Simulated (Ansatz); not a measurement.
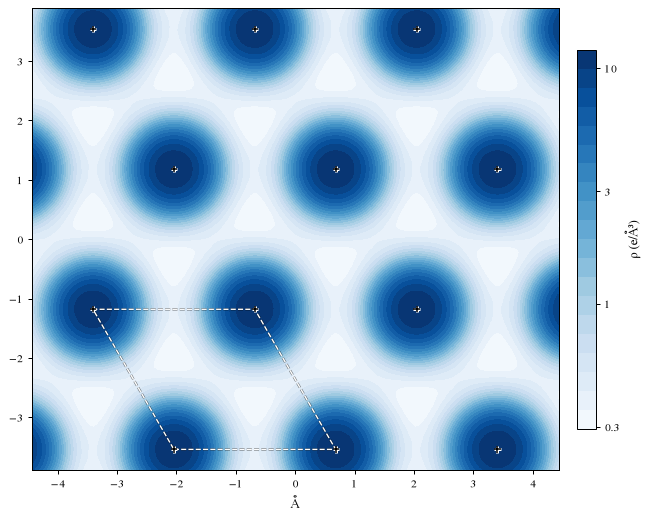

The valence electron density on a plane through atoms (crosses mark nuclei in the plane).

The calculation used DFT PBEsol, scalar-relativistic, plane waves, PAW in Ansatz 0.2.0.

Candidates:
A. TaN, a = 4.38 Å, b = 4.38 Å, c = 4.38 Å, α = 90.00°, β = 90.00°, γ = 90.00°. Space group Fm-3m.
B. Pt, a = 2.73 Å, b = 2.73 Å, c = 4.94 Å, α = 90.00°, β = 90.00°, γ = 120.00°. Space group P6₃/mmc; a structure from a database of computed crystals, not necessarily the ambient phase; changed on purpose from its base cell (strain +0.000 along x and y, +0.050 along z, atoms carried along); computed pressure about −10 GPa in this cell.
C. HfN, a = 4.50 Å, b = 4.50 Å, c = 4.50 Å, α = 90.00°, β = 90.00°, γ = 90.00°. Space group Fm-3m; computed without spin polarisation.

> Which system is this?

Candidate B: Pt on the (001) plane of the conventional cell, which holds Pt. Pt–Pt (2.73 Å): ρ at the midpoint is about 0.41 e/Å³.
